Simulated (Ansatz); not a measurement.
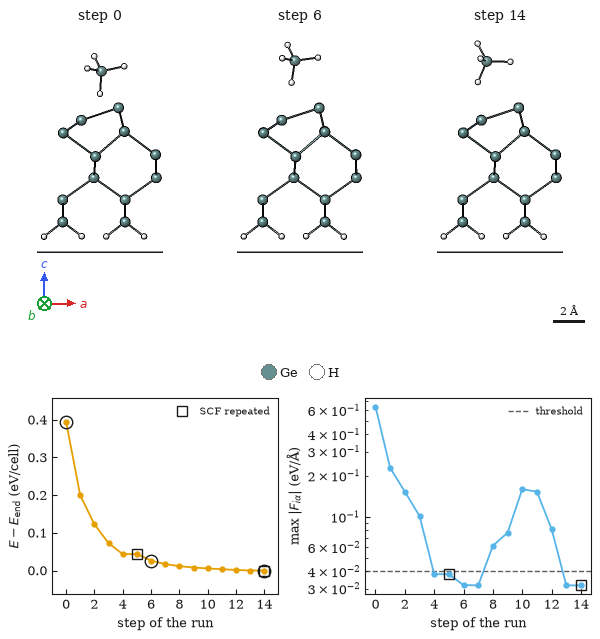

Frames of a constrained relaxation of a slab of composition Ge₂₅H₁₂ (cut from the Fd-3m phase), marked on the history of the run. Style: ball-and-stick. Shown: the cell of the calculation, outlined in the plane, without the vacuum (origin shifted), along the b axis.

Case: 1 GeH4 a cell, inverted, over a hollow Ge-Ge site. The slab is the (1 0 0) face of Ge with GeH4 on it. 12 atoms are held fixed.

Theory: DFT PBE+D3(BJ), scalar-relativistic, plane waves, PAW (Ansatz). (plane-wave cutoff 420 eV; k-point mesh 3 × 3 × 1; occupations gaussian; smearing width 0.1 eV; no spin polarisation; dipole correction; atoms relaxed in a fixed cell; force threshold 0.04 eV/Å; at most 100 steps)

**What happens along the run?**

The largest move is that of an H atom, 1.62 Å at 62° to the normal (+c side). Largest moves by element: H 1.62 Å, Ge 1.15 Å. The lattice vectors keep their values. Near-neighbour distances that change, for instance: Ge–H 1.550 → 1.534 Å, Ge–Ge 2.580 → 2.589 Å, Ge–Ge 2.538 → 2.543 Å, Ge–Ge 2.556 → 2.551 Å. The energy falls by 0.395 eV per cell of the calculation in 12 accepted moves (14 points after the start). Largest force component: 0.64 eV/Å at the start, 0.032 eV/Å at the end. 2 steps only repeated the SCF at the same geometry. The forces were under the threshold at step 4, but the run went on from there. From step 0 to 6: an H atom moves most (0.92 Å), energy −0.369 eV per cell of the calculation. From step 6 to 14: an H atom moves most (0.88 Å), energy −26.5 meV per cell of the calculation.

| step | E − E(0), meV/atom | largest force component, eV/Å | note |
| --- | --- | --- | --- |
| 0 | 0.00 | 0.6372 |  |
| 1 | -5.28 | 0.2276 |  |
| 2 | -7.36 | 0.1528 |  |
| 3 | -8.72 | 0.1016 |  |
| 4 | -9.50 | 0.0383 |  |
| 5 | -9.50 | 0.0382 | same geometry, SCF repeated |
| 6 | -9.97 | 0.0318 |  |
| 7 | -10.22 | 0.0317 |  |
| 8 | -10.37 | 0.0617 |  |
| 9 | -10.47 | 0.0768 |  |
| 10 | -10.53 | 0.1593 |  |
| 11 | -10.59 | 0.1528 |  |
| 12 | -10.64 | 0.0814 |  |
| 13 | -10.68 | 0.0317 |  |
| 14 | -10.68 | 0.0317 | same geometry, SCF repeated |

Limits of the set-up: the periodic images lie only 8.1 Å apart, so the values are limited by the cell's size.
